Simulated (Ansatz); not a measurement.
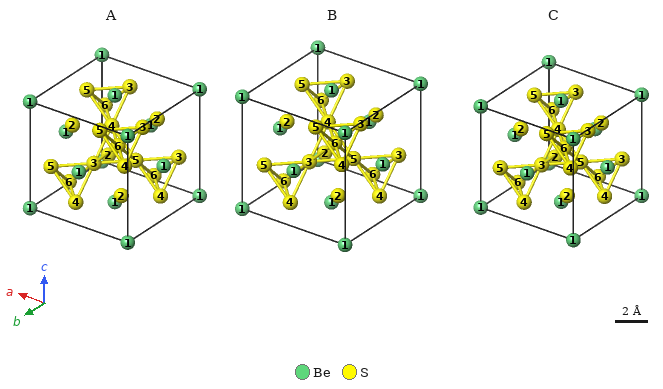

3 geometries from one relaxation of solid BeS₅ (a generated structure, set up in F-43m) (coarse preliminary run), in shuffled order. The picture is a ball-and-stick view of the conventional cell (4 times the calculation's cell), seen from a free direction. Lengths and directions refer to the drawn axes.

Computed with DFT PBE, scalar-relativistic, plane waves, PAW in Ansatz. Set-up: plane-wave cutoff 420 eV; k-point mesh 4 × 4 × 4; occupations gaussian; smearing width 0.1 eV; no spin polarisation; cell and atoms relaxed; force threshold 0.04 eV/Å; at most 70 steps.

Q: Put them in the order of the run, from the start to the converged end.

A: B, A, C. They are steps 0, 1, 3, at +1.550 eV per cell of the calculation, +0.453 eV per cell of the calculation relative to the last. Over 2 accepted moves (3 points after the start) the energy falls by 1.550 eV per cell of the calculation. The largest force component goes from 0.11 to 0.034 eV/Å. Pressure: −10.42 GPa at the start and 0.16 GPa at the end. The SCF was repeated once at an unchanged geometry on a basis and grid sized afresh for the cell, which shifted the energy by 1.1 meV per cell of the calculation at most. The largest moves relative to the cell, 0.025 Å, are those of S3, S4, S5 and S6. S5 goes along [1 1 1]. Be stays in place. The volume changes by −26.5 %, with a = b = c 8.184 → 7.385 Å (−9.8 %). Some distances before and after: S3–S4 2.858 → 2.538 Å, S3–S4 (another image) 2.929 → 2.684 Å. The space group stays F-43m (No. 216).
